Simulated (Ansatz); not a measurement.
## Electronic structure of Si₂Ge in real space

```yaml
crystal:
  lattice:
    - [3.89949, 0.00000, 0.00000]
    - [-1.94975, 3.37706, 0.00000]
    - [0.00000, 0.00000, 9.55390]
  atoms:
    - { symbol: Si, position: [0.33333, 0.66667, 0.70348] }
    - { symbol: Si, position: [0.00000, 0.00000, 0.37638] }
    - { symbol: Ge, position: [0.66667, 0.33333, 0.04543] }
    - { symbol: Si, position: [0.00000, 0.00000, 0.62362] }
    - { symbol: Si, position: [0.66667, 0.33333, 0.29652] }
    - { symbol: Ge, position: [0.33333, 0.66667, 0.95457] }
```

Space group P-3m1; started from the ordered alloy on diamond lattice prototype, which need not be the ambient phase.

Computed with DFT, r2SCAN, plane waves, PAW (Ansatz).

Core electrons are frozen (PAW), and the valence fields are smoothed inside the atomic spheres.

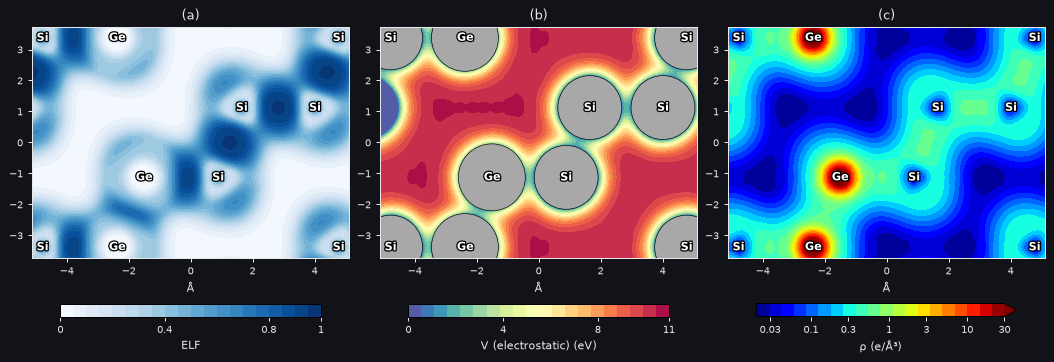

Figure 1. (a) electron localisation function; (b) electrostatic potential energy of an electron; (c) valence charge density (pseudo) on the (110) plane of the conventional cell. Grey discs cover the atomic cores in the potential map.

### Describe what can be read from this map.

- The plane passes through Si and Ge nuclei.
- Si–Si (2.36 Å): the density is about 0.58 e/Å³ at the midpoint; the ELF peaks at about 0.95 between the atoms, as expected for a covalent bond.
- Si–Ge (2.40 Å): the density is about 0.51 e/Å³ at the midpoint; the ELF peaks at about 0.95 between the atoms: localised, covalent bonding.
- Ge–Ge (2.41 Å): the density is about 0.55 e/Å³ at the midpoint; the ELF peaks at about 0.80 between the atoms (a covalent bond).
- Between the atoms the lowest density in this plane is 0.01 e/Å³.
- Outside the cores the potential energy rises away from the atoms and is highest about 2.3 Å from the nearest atoms; its zero is arbitrary.

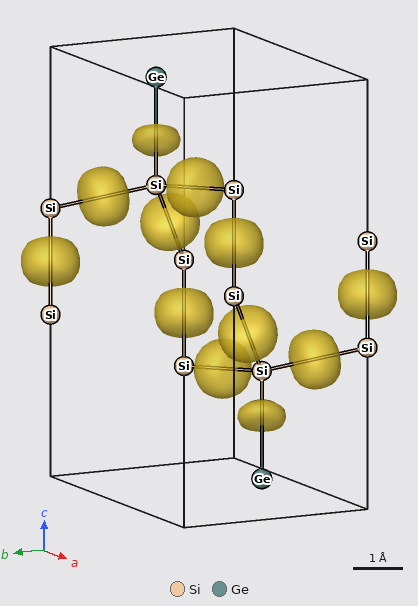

Figure 2. Isosurface of the electron localisation function at 0.85 (yellow), seen at an oblique angle. Only the valence region is drawn (cores and ρ < 0.01 e/Å³ removed). Sticks mark near contacts.

### Describe the localisation domains.

At this value the surface marks out two regions between bonded Ge–Si atoms (shared pairs) and seven regions between bonded Si–Si atoms (shared pairs), counted in one cell of 6 atoms. Regions shared between cells count once.

### Metal or insulator at this level of theory?

It is gapped, with a Kohn–Sham gap of 0.60 eV on the k-point mesh, an upper bound to the gap of this method.
